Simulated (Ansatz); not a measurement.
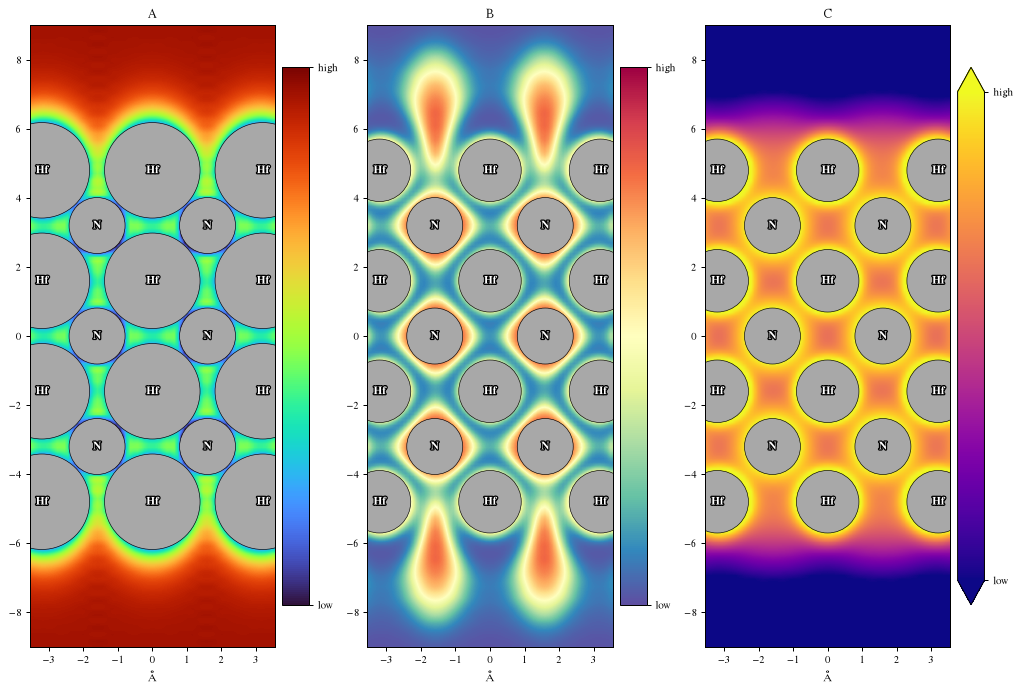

HfN (slab): 3 fields on the (010) plane of the calculation cell, a cut from vacuum to vacuum, with unlabelled colour scales. Grey discs cover the atomic cores.

Not relaxed (largest force 1.6 eV/Å); computed without spin polarisation.

All numbers below come from DFT r2SCAN, scalar-relativistic, plane waves, PAW (Ansatz).

Question: Which field does each panel show? The fields are: electron localisation function, electrostatic potential energy of an electron and valence pseudo-density.

Answer: Panel A: electrostatic potential energy of an electron (low next to the atoms, rising into the space between them). Panel B: electron localisation function. Panel C: valence pseudo-density. From the grid: Hf–Hf (3.20 Å): ρ at the midpoint is about 0.22 e/Å³; the ELF is about 0.40 at the midpoint.
